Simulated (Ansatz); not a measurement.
## Geometry relaxation, with input and output: GaSb₃ (part 2 of 2)

Continued. System: GaSb₃ (4 atoms in the cell). Method: DFT PBE, scalar-relativistic, plane waves, PAW, no spin polarisation (Ansatz 0.2.0); cutoff 420 eV, 12×12×12 k-mesh, Gaussian smearing of 0.1 eV. The structure was made by a generator, so it may or may not be a known phase.

Geometry of the input (Å; fractional positions):
```
0.0000  3.7306  3.7306
3.7306  0.0000  3.7306
3.7306  3.7306  0.0000
Ga 0.0000  0.0000  0.0000
Sb 0.2500  0.2500  0.2500
Sb 0.7500  0.7500  0.7500
Sb 0.5000  0.5000  0.5000
```

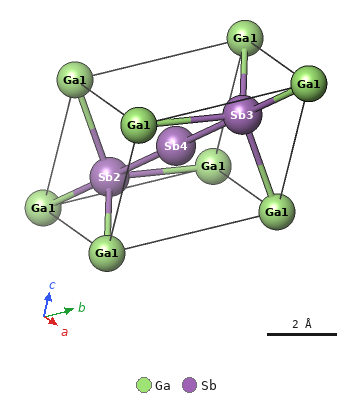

The geometry at step 3 of the log (ball-and-stick view of the cell of the calculation, seen slightly off an axis; atoms are numbered from 1 in the order of the input).

**Output, continued**
```
--- Per-component energies (eV) ---
  E_band       = -488.582081
  E_kinetic    = 733.187759
  E_local      = -6190.439759  (includes V_loc(G=0)·N_el)
  E_nonlocal   = 1506.346856
  E_hartree    = 2846.095753
  E_xc         = -484.504865
  E_vxc        = -346.434061  (∫ρ·V_xc dr)
  E_paw        = -15708.462580  (= ΣΔE_a)
  E_vpaw       = -1883.434322  (= ΣTr[D̂ρ^β])
  E_aug_tail   = -0.000119  (compensation charges beyond the density's cutoff)
  E_ewald      = -5937.901060
  E_smearing   = -0.010458  (= −TS)
  E_closure    = 0.000000  (closes the sum)
  Σ components = -23235.688474   (vs F -23235.688474, Δ=0.00e0)
--- Forces (eV/Å), atoms counted from 1 ---
  atom   1  Ga     0.00000000    -0.00000000    -0.00000000
  atom   2  Sb    -0.00000000     0.00000000     0.00000000
  atom   3  Sb     0.00000000    -0.00000000    -0.00000000
  atom   4  Sb     0.00000000    -0.00000000     0.00000000
  max |Σ_I F_I| component: 1.85e-17 eV/Å
--- Stress (GPa, compression-positive) ---
       -0.002567      -0.000000      -0.000000
       -0.000000      -0.002567       0.000000
       -0.000000      -0.000000      -0.002567
  P = ⅓ Tr σ = -0.0026 GPa (-0.026 kbar)
--- Band table (eV; the first three rows and the last of 72) ---
  k-point 0: bands = ["-18.5252", "-18.5252", "-18.5252", "-18.5176", "-18.5176", "-18.3500", "-18.3500", "-18.3475", "-18.3475", "-18.3475", "-18.3235", "-18.3235", "-18.3235", "-18.3182", "-18.3182", "-3.9849", "-3.9849", "-3.9849", "-3.9722", "-3.9722", "-1.6860", "3.2136", "4.2613", "7.7672", "8.2499", "8.2499", "8.2499", "8.4183", "8.4183", "8.4183", "10.1338", "10.1338", "10.1338", "14.3052", "14.3052"]
  k-point 1: bands = ["-18.5254", "-18.5254", "-18.5250", "-18.5173", "-18.5173", "-18.3498", "-18.3498", "-18.3470", "-18.3470", "-18.3467", "-18.3246", "-18.3238", "-18.3238", "-18.3187", "-18.3187", "-3.9853", "-3.9848", "-3.9848", "-3.9723", "-3.9723", "-1.6321", "3.1347", "4.1394", "7.4974", "7.7460", "7.9612", "7.9612", "8.7070", "8.7070", "9.2453", "10.1136", "10.1136", "10.6103", "14.5377", "14.5377"]
  k-point 2: bands = ["-18.5262", "-18.5262", "-18.5246", "-18.5167", "-18.5167", "-18.3489", "-18.3489", "-18.3455", "-18.3455", "-18.3442", "-18.3275", "-18.3246", "-18.3246", "-18.3201", "-18.3201", "-3.9862", "-3.9844", "-3.9844", "-3.9724", "-3.9724", "-1.4708", "2.8754", "3.8346", "6.9142", "7.6702", "7.6702", "7.7118", "8.8666", "8.8666", "10.2501", "10.2501", "10.3397", "11.6645", "15.1662", "15.1662"]
  k-point 71: bands = ["-18.5310", "-18.5249", "-18.5249", "-18.5139", "-18.5125", "-18.3468", "-18.3468", "-18.3444", "-18.3426", "-18.3364", "-18.3309", "-18.3309", "-18.3264", "-18.3264", "-18.3197", "-3.9873", "-3.9873", "-3.9803", "-3.9758", "-3.9724", "1.0004", "1.2381", "1.2381", "3.7873", "7.8418", "7.8418", "8.3270", "8.4147", "12.2730", "12.3933", "13.0290", "13.0290", "14.1768", "14.8086", "14.8086"]
--- Relaxed structure (3 steps of the walk, 3 accepted, 1 SCFs on fresh bases) ---
  F+E_penalty+E_count = -23235.68847386 eV   max|allowed force component| = 3.932e-17 eV/Å   (the final SCF, on the basis selected at the relaxed cell)
  cell:  # Å, volume = 102.7700 Å³
    - [1.1464587074015075e-34, 3.7177383373365913, 3.7177383373365913]
    - [3.7177383373365913, -1.528611609868677e-34, 3.7177383373365913]
    - [3.7177383373365913, 3.7177383373365913, -3.948913325494082e-34]
  atoms:
    - { symbol: Ga, position: [-1.100314065728625e-35, 2.1308869573789948e-35, 1.4721269516277595e-35] }
    - { symbol: Sb, position: [0.25, 0.25, 0.25] }
    - { symbol: Sb, position: [0.75, 0.75, 0.75] }
    - { symbol: Sb, position: [0.5, 0.5, 0.5] }
```

**Trajectory as extended XYZ (Å, eV, eV/Å), 4 frames, from step=1 to step=4**
```
4
Lattice="0.0000 3.7306 3.7306 3.7306 0.0000 3.7306 3.7306 3.7306 0.0000" Properties=species:S:1:pos:R:3:forces:R:3 step=1 energy=-23235.68661 pressure_GPa=-0.55
Ga    0.0000    0.0000    0.0000    0.0000   0.0000   0.0000
Sb    1.8653    1.8653    1.8653    0.0000   0.0000   0.0000
Sb    5.5959    5.5959    5.5959    0.0000   0.0000   0.0000
Sb    3.7306    3.7306    3.7306    0.0000   0.0000   0.0000
4
Lattice="0.0000 3.7136 3.7136 3.7136 0.0000 3.7136 3.7136 3.7136 0.0000" Properties=species:S:1:pos:R:3:forces:R:3 step=2 energy=-23235.68862 pressure_GPa=0.18
Ga    0.0000    0.0000    0.0000    0.0000   0.0000   0.0000
Sb    1.8568    1.8568    1.8568    0.0000   0.0000   0.0000
Sb    5.5704    5.5704    5.5704    0.0000   0.0000   0.0000
Sb    3.7136    3.7136    3.7136    0.0000   0.0000   0.0000
4
Lattice="0.0000 3.7177 3.7177 3.7177 0.0000 3.7177 3.7177 3.7177 0.0000" Properties=species:S:1:pos:R:3:forces:R:3 step=3 energy=-23235.68873 pressure_GPa=-0.00
Ga    0.0000    0.0000    0.0000    0.0000   0.0000   0.0000
Sb    1.8589    1.8589    1.8589    0.0000   0.0000   0.0000
Sb    5.5766    5.5766    5.5766    0.0000   0.0000   0.0000
Sb    3.7177    3.7177    3.7177    0.0000   0.0000   0.0000
4
Lattice="0.0000 3.7177 3.7177 3.7177 0.0000 3.7177 3.7177 3.7177 0.0000" Properties=species:S:1:pos:R:3:forces:R:3 step=4 energy=-23235.68847 pressure_GPa=-0.00
Ga    0.0000    0.0000    0.0000    0.0000   0.0000   0.0000
Sb    1.8589    1.8589    1.8589    0.0000   0.0000   0.0000
Sb    5.5766    5.5766    5.5766    0.0000   0.0000   0.0000
Sb    3.7177    3.7177    3.7177    0.0000   0.0000   0.0000
```

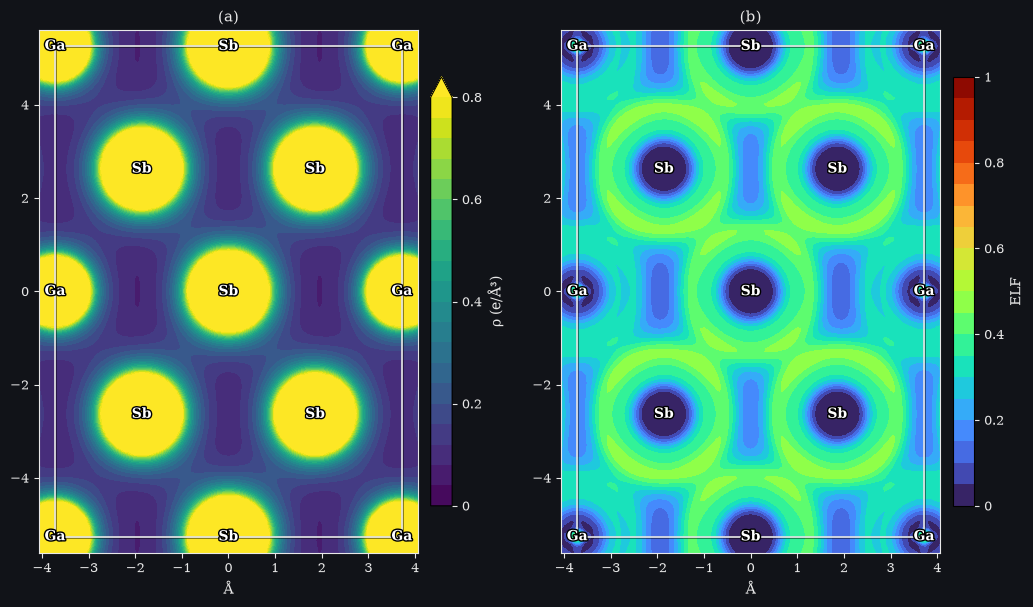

(a) valence pseudo-density; (b) electron localisation function on the (011) plane of the conventional cell. Atoms in the plane: Ga and Sb. Ga–Sb (3.22 Å): ρ at the midpoint is about 0.16 e/Å³; the ELF is about 0.35 at the midpoint (nearly free electrons, as in a simple metal). Sb–Sb (3.22 Å): the density is about 0.2 e/Å³ at the midpoint; the ELF is about 0.45 at the midpoint, as expected for metallic bonding. Away from the nuclei the density in this plane falls to 0.08 e/Å³ at its lowest. The strong features right at Ga lie inside the PAW spheres (semicore, d or f shells) and say nothing about bonding. The fields are those of the smooth PAW valence density.

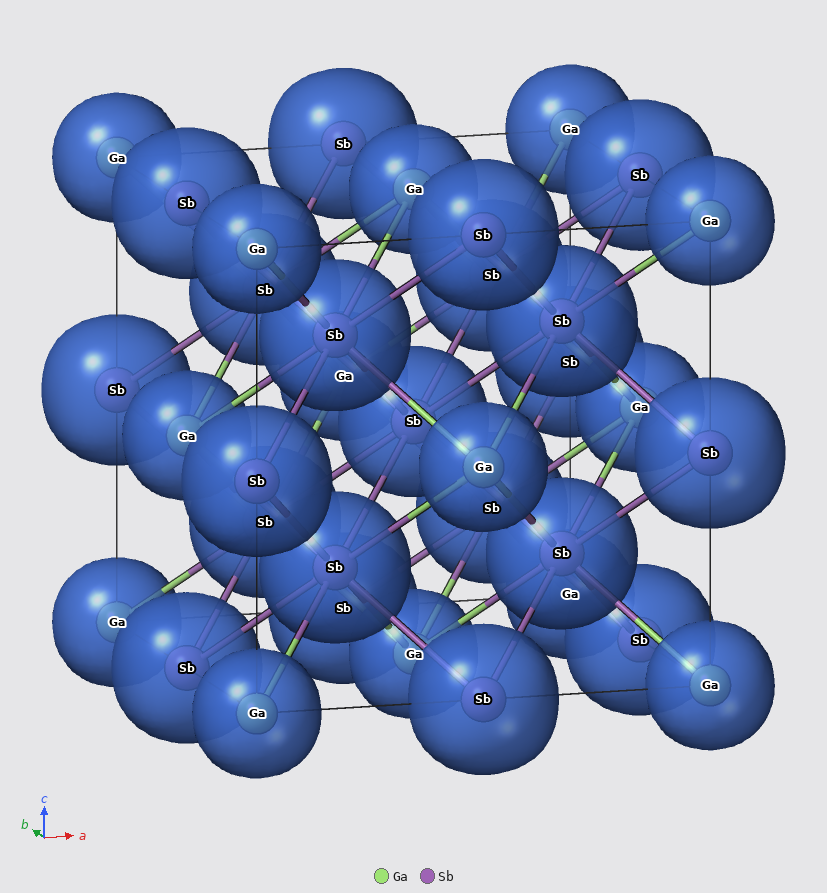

Isosurface of the valence pseudo-density at 0.3 e/Å³ (blue), seen slightly off an axis. Sticks mark near contacts. The outline is the cell set on symmetry axes. At this value the density breaks into separate islands; it holds about 80 % of the electrons treated as valence (semicore included). It is pinched off along the Ga–Sb (3.22 Å) and Sb–Sb (3.22 Å) contacts. On the grid the lowest density along these lines, outside the cores, is 0.15 e/Å³ (Ga–Sb, 3.22 Å) and 0.2 e/Å³ (Sb–Sb, 3.22 Å).

**Summary**

- outcome: converged
- space group (tolerance 0.01 Å): Fm-3m (225)
- electrons treated: 58
- free energy: −23235.6885 eV
- Fermi energy: 10.817 eV
- gap on the k-point mesh: none (metallic)
- pressure: 0.00 GPa
- final volume: 102.77 Å³
- largest force (length of the vector) at the end: under 0.001 eV/Å
- final cell: a = 5.258 Å, b = 5.258 Å, c = 5.258 Å, α = 60.00°, β = 60.00°, γ = 60.00°
- hardware: 1 thread of Intel Xeon @ 2.70GHz, 189 GiB of memory available, shared host
- wall time: 82 s
- peak memory: 0.54 GiB
